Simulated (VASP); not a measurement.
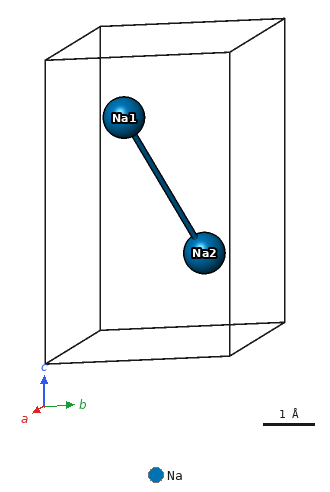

The structure (ball-and-stick view of the cell of the calculation, seen slightly off an axis; atoms are numbered from 1 in the order of the input). Near neighbours in the crystal (not all of them lie inside the picture): Na has 12 Na at 3.72 to 3.82 Å.

# Na: a changed input and its effect

System: Na (P-1, 2 atoms in the cell).
Method of the first run: Kohn-Sham DFT of a periodic cell, PBE, VASP PAW PBE potentials, recommended, no spin polarisation (VASP 6.6.1).

The structure derives from an entry of the Crystallography Open Database. 

**INCAR, the first run**
```
SYSTEM = Na
PREC     = Accurate       ! precision mode
ENCUT    = 900            ! plane-wave cutoff, eV
EDIFF    = 1E-8           ! SCF threshold, eV
ISMEAR   = 0              ! smearing method
SIGMA    = 0.05           ! smearing width, eV
LREAL    = .FALSE.        ! projectors in reciprocal space
LASPH    = .TRUE.         ! aspherical terms in the spheres
NELM     = 100            ! most SCF steps
ALGO     = Normal         ! electronic algorithm
ISIF     = 2              ! what is computed and relaxed
LWAVE    = .FALSE.        ! write WAVECAR
LCHARG   = .FALSE.        ! write CHGCAR
GGA      = PE             ! functional
NBANDS   = 14             ! bands
ADDGRID  = .FALSE.
```

**KPOINTS, the first run**
```
regular mesh
0
G
  14 14 8
  0 0 0
```

**POSCAR, the first run**
```
Na
1.0
    3.7670000000      0.0000000000      0.0000000000
   -1.8835000000      3.2623176961      0.0000000000
    0.0000000000      0.0000000000      6.1540000000
Na
2
Direct
    0.6607270000      0.3253030000      0.7651560000
    0.3322080000      0.6634530000      0.2738460000
```

Command:
```bash
cat potpaw_PBE.64/Na_pv/POTCAR > POTCAR
mpirun -np 1 vasp_std > vasp.out
```

Hardware: 1 thread of Intel Xeon (Sapphire Rapids), 176 GiB of memory available, shared host.

**OSZICAR and lines of OUTCAR (the first run)**
```
N       E                     dE             d eps       ncg     rms          rms(c)
DAV:   1     0.117230098339E+03    0.11723E+03   -0.94479E+03 22064   0.139E+03
DAV:   2     0.193738591381E+01   -0.11529E+03   -0.11379E+03 22592   0.341E+02
DAV:   3    -0.255549757572E+01   -0.44929E+01   -0.44877E+01 27914   0.714E+01
DAV:   4    -0.262323107065E+01   -0.67733E-01   -0.67730E-01 24344   0.967E+00
DAV:   5    -0.262480080182E+01   -0.15697E-02   -0.15697E-02 28262   0.151E+00    0.286E-01
DAV:   6    -0.262383786080E+01    0.96294E-03   -0.12976E-03 27080   0.426E-01    0.191E-01
DAV:   7    -0.262318955055E+01    0.64831E-03   -0.21894E-03 30576   0.478E-01    0.260E-02
DAV:   8    -0.262316888888E+01    0.20662E-04   -0.21404E-04 27188   0.219E-01    0.651E-03
DAV:   9    -0.262316730416E+01    0.15847E-05   -0.10408E-05 27584   0.538E-02    0.173E-03
DAV:  10    -0.262316756770E+01   -0.26354E-06   -0.63457E-07 25766   0.848E-03    0.699E-04
DAV:  11    -0.262316766383E+01   -0.96131E-07   -0.60392E-08 24608   0.228E-03    0.102E-04
DAV:  12    -0.262316765634E+01    0.74913E-08   -0.59190E-10 15598   0.331E-04
   1 F= -.26231677E+01 E0= -.26225209E+01  d E =-.129359E-02
[... from OUTCAR:]
  free energy    TOTEN  =        -2.62316766 eV
  energy without entropy =       -2.62187407  energy(sigma->0) =       -2.62252086
 E-fermi :   0.2534     XC(G=0):  -6.4493     alpha+bet : -4.6133
  free  energy   TOTEN  =        -2.6231676563 eV
  energy  without entropy=       -2.6218740680  energy(sigma->0) =       -2.62252086
```

The input of the second run differs as follows (lines with − go, lines with + come):
```diff
-ENCUT    = 900            ! plane-wave cutoff, eV
-EDIFF    = 1E-8           ! SCF threshold, eV
+ENCUT    = 340            ! plane-wave cutoff, eV
+EDIFF    = 1E-6           ! SCF threshold, eV
-SIGMA    = 0.05           ! smearing width, eV
+SIGMA    = 0.2            ! smearing width, eV
-  14 14 8
+  3 3 2
```

How does the second run compare with the first run?

The energy of the second run (smearing taken to zero) is 40.6 meV per atom lower, the joint effect of these numerical settings, which can't be told apart here. The largest force goes from 0.033 to 0.010 eV/Å. The SCF takes 10 iterations against 12. The irreducible k-points go from 788 to 10. The plane waves at Γ go from 4660.0 to 1099.0. On the same kind of shared host the second run took about 0.0044 times as long.

**OSZICAR and lines of OUTCAR (the second run)**
```
N       E                     dE             d eps       ncg     rms          rms(c)
DAV:   1     0.852043145124E+02    0.85204E+02   -0.64213E+03   296   0.738E+02
DAV:   2     0.559584265008E+00   -0.84645E+02   -0.84020E+02   292   0.239E+02
DAV:   3    -0.269569150172E+01   -0.32553E+01   -0.32533E+01   334   0.553E+01
DAV:   4    -0.273526534142E+01   -0.39574E-01   -0.39569E-01   352   0.644E+00
DAV:   5    -0.273606558460E+01   -0.80024E-03   -0.80023E-03   328   0.940E-01    0.322E-01
DAV:   6    -0.273386230501E+01    0.22033E-02   -0.32499E-03   352   0.370E-01    0.200E-01
DAV:   7    -0.273360690667E+01    0.25540E-03   -0.57967E-04   396   0.217E-01    0.103E-01
DAV:   8    -0.273350801468E+01    0.98892E-04   -0.30796E-04   384   0.162E-01    0.680E-03
DAV:   9    -0.273350932715E+01   -0.13125E-05   -0.58382E-06   334   0.332E-02    0.323E-03
DAV:  10    -0.273351005232E+01   -0.72517E-06   -0.53917E-07   242   0.717E-03
   1 F= -.27335101E+01 E0= -.27037826E+01  d E =-.594550E-01
[... from OUTCAR:]
  free energy    TOTEN  =        -2.73351005 eV
  energy without entropy =       -2.67405505  energy(sigma->0) =       -2.70378255
 E-fermi :  -0.2828     XC(G=0):  -6.4505     alpha+bet : -4.6133
  free  energy   TOTEN  =        -2.7335100523 eV
  energy  without entropy=       -2.6740550485  energy(sigma->0) =       -2.70378255
```

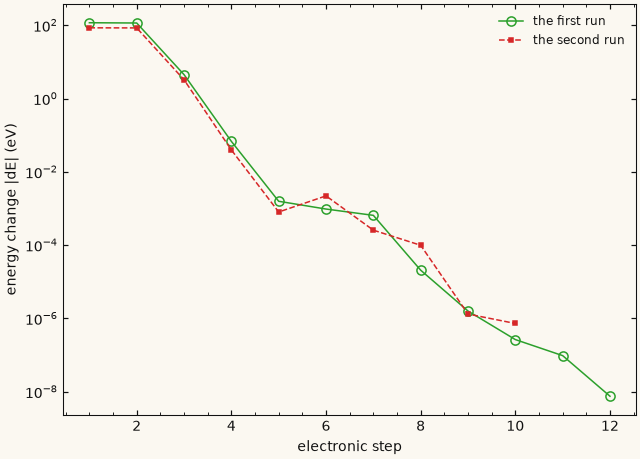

Convergence of the two runs: energy change |dE| against the electronic step. The first run takes 12 steps in all, and the second run takes 10.

**The two runs side by side**

| quantity | the first run | the second run |
| --- | --- | --- |
| outcome | converged | converged |
| free energy per atom (eV) | −1.3116 | −1.3668 |
| energy per atom, smearing taken to zero (eV) | −1.3113 | −1.3519 |
| gap on the mesh (eV) | 0.00 | 0.00 |
| pressure (GPa) | −0.14 | −0.28 |
| largest force (eV/Å) | 0.033 | 0.010 |
| SCF iterations | 12 | 10 |
| irreducible k-points | 788 | 10 |
| plane waves at Γ | 4660 | 1099 |

For the second run: The settings depart from the standard set-up of this series, which can bear on the numbers.
